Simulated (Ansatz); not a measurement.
System: AlO2.

```
Al O
1.0
     3.19294    0.00000    0.00000
     0.00000   11.46141    0.00000
     0.00000    0.00000    3.34451
Al O
4 8
Direct
  0.00000 0.66763 0.25000
  0.50000 0.16763 0.25000
  0.00000 0.33237 0.75000
  0.50000 0.83237 0.75000
  0.00000 0.29521 0.25000
  0.50000 0.79521 0.25000
  0.00000 0.70479 0.75000
  0.50000 0.20479 0.75000
  0.00000 0.05906 0.25000
  0.50000 0.55906 0.25000
  0.00000 0.94094 0.75000
  0.50000 0.44094 0.75000
```

Space group Cmcm; a structure from a database of computed crystals, not necessarily the ambient phase; changed on purpose from its base cell (strain +0.080 along x and y, -0.080 along z, atoms carried along); not relaxed (largest force 1.8 eV/Å); spin-polarised.

All numbers below come from DFT PBE+D3(BJ), scalar-relativistic, plane waves, PAW (Ansatz).

**What will maps of the valence pseudo-density, electron localisation function and spin density show?**

Al–O (1.73 Å): ρ at the midpoint is about 0.84 e/Å³; the ELF peaks at about 0.85 in the valence shell of O, 0.7 Å from its nucleus, and is about 0.85 at the midpoint.
The spin density sits on O: +0.8 μB (×4) in one cell of 12 atoms: parallel main moments (a ferromagnetic arrangement) in this solution. The cell of the calculation (6 atoms) carries 2.0 μB of net spin moment.

**Metal or insulator at this level of theory?**

It is metallic or semimetallic at this level of theory: no gap opens.

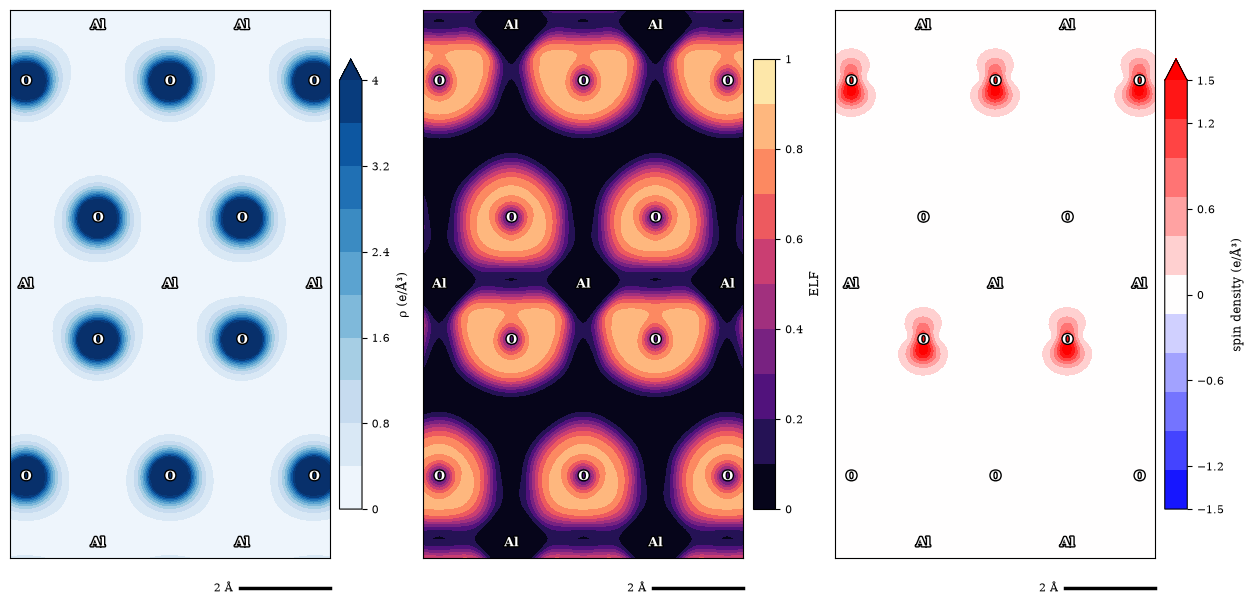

Computed valence pseudo-density, electron localisation function and spin density on the (001) plane of the conventional cell, in this order. 

Core electrons are frozen (PAW), and the valence fields are smoothed inside the atomic spheres.
